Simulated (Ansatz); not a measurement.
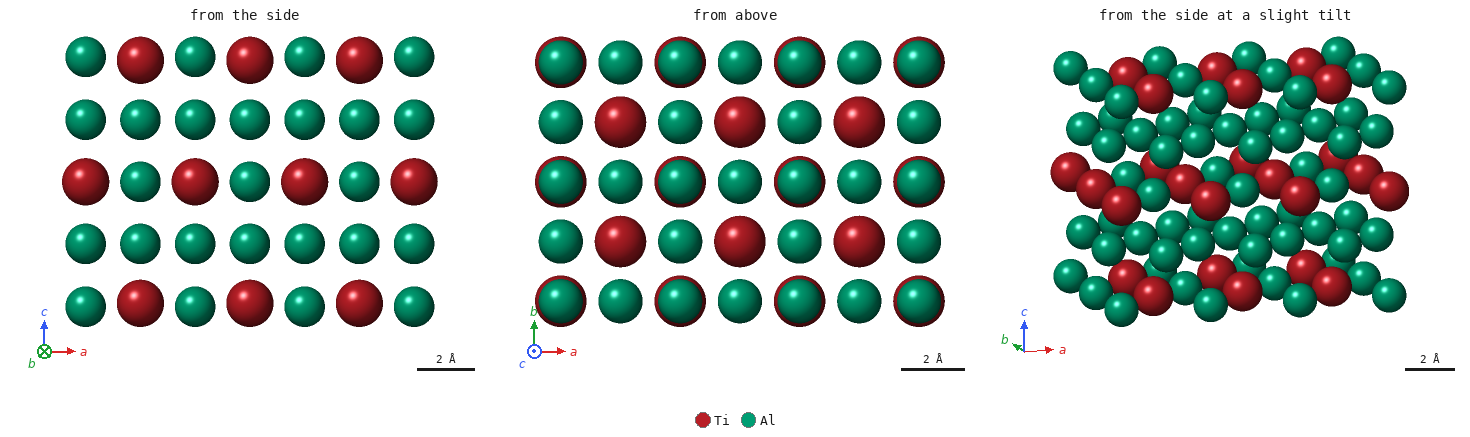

A spheres-only picture of a periodic slab, seen from the side, from above and from the side at a slight tilt. The surface normal points up in side views; the vacuum is left out. 3×2 cells are drawn in the plane, with atoms at the edges repeated.

The cell holds 3 Ti, 7 Al. The slab was cut from bulk TiAl3 (I4/mmm).

> What is exposed at the top and at the bottom?

The top face ends in Al and Ti, the bottom face in Al and Ti. The two faces are alike.

> How far does the slab extend along the normal?

About 9 Å from the lowest to the highest atom.

> What is the stacking of atomic planes, top to bottom?

Five planes: TiAl / Al / TiAl / Al / TiAl.

> Which surface of the bulk crystal is this?

(0 0 1).

Starting structure: a structure listed in the Materials Project, from which a slab was cut. The atoms were relaxed in a fixed cell with Ansatz 0.2.0, DFT PBE, scalar-relativistic, plane waves, PAW.
